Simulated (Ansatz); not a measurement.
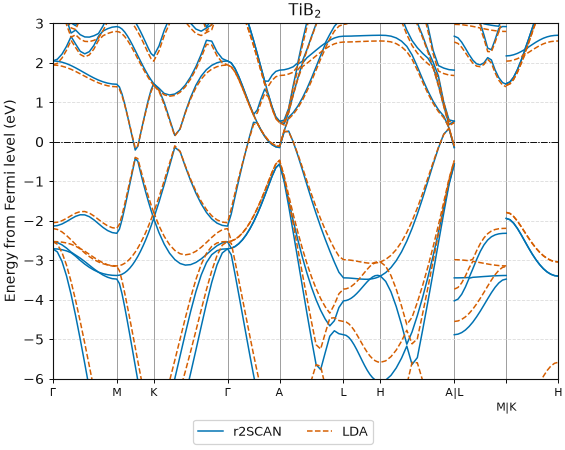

Band structures of AlB2-type TiB2, space group P6/mmm, 3 atoms in the cell (a = 3.029 Å, c = 3.228 Å (hexagonal axes)), by two methods on the same cell. Each is counted from its own Fermi level.

How do the methods compare?

Answer. Both give a metal. Levels within 1 eV of the Fermi level in either run differ by 0.04 eV on average and by 0.12 eV at most (between H and A). Filled levels 1 to 5 eV under it lie 0.27 eV deeper on average in r2SCAN than in LDA.

Settings. r2SCAN: Ansatz PAW, no spin polarisation, no spin-orbit coupling, 10×10×8 k mesh, 500 eV cutoff, Fermi-Dirac smearing of 0.05 eV (Ansatz). LDA: Ansatz PAW, no spin polarisation, no spin-orbit coupling, 10×10×8 k mesh, 420 eV cutoff, Fermi-Dirac smearing of 0.05 eV (Ansatz 0.2.0).

The cell is at −11 GPa in LDA and −1 GPa in r2SCAN. The PAW data sets were made with another functional.
